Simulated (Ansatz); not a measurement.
The calculation's input:

```
crystal:
  lattice:
    - [0.0, 2.6572890957, 2.6572890957]
    - [2.6572890957, 0.0, 2.6572890957]
    - [2.6572890957, 2.6572890957, 0.0]
  atoms:
    - { symbol: Sr, position: [0.0, 0.0, 0.0] }
    - { symbol: O, position: [0.5, 0.5, 0.5] }
kpoints:
  mp_grid: { grid: [8, 8, 8] }
  band_path:
    path:
      - [0.0, 0.0, 0.0]
      - [0.5, 0.0, 0.5]
      - [0.625, 0.25, 0.625]
      - [0.375, 0.375, 0.75]
      - [0.5, 0.5, 0.5]
      - [0.5, 0.25, 0.75]
    npoints: 1
hamiltonian:
  xc: r2scan
scf:
  occupations: { method: fixed }
  n_extra_bands: 8
magnetization:
  noncollinear: true
  spin_orbit: true
output:
  forces: true
  stress: true
  eigenvalues: true
  write_density: true
  write_potential: true
  elf: true
  volumetric_format: npy
```

Below, planes, directions and counts refer to the conventional cell (a = 5.31 Å, b = 5.31 Å, c = 5.31 Å, α = 90.00°, β = 90.00°, γ = 90.00°).

Space group Fm-3m; started from the rocksalt prototype, which need not be the ambient phase; changed on purpose from its base cell (hydrostatic strain +3.0%); computed pressure about −7 GPa in this cell.

Computed with DFT, r2SCAN with spin-orbit coupling, plane waves, PAW (Ansatz).

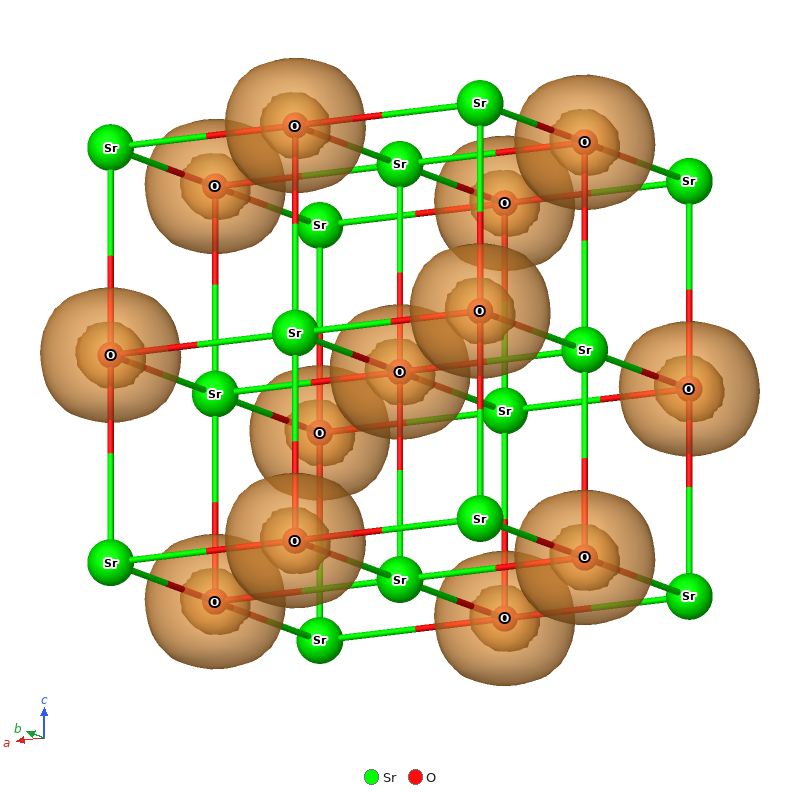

SrO. Isosurface of the ELF at 0.75 (orange), seen at an oblique angle. Core shells and regions of very low density are left out. Sticks mark near contacts.

In a PAW calculation such maps are meaningful between the atoms, not at the nuclei.

Describe the localisation domains.

Answer. The surface consists of four regions wrapped around O (the valence shell of each), counted in one cell of 8 atoms. Regions shared between cells count once. Along the contacts the grid gives the following. Sr–O (2.66 Å): the ELF is about 0.05 at the midpoint (an ionic contact with no shared pair).

Metal or insulator at this level of theory?

Answer. It is gapped, with a Kohn–Sham gap of 3.8 eV on the k-point mesh, an upper bound to the gap of this method.
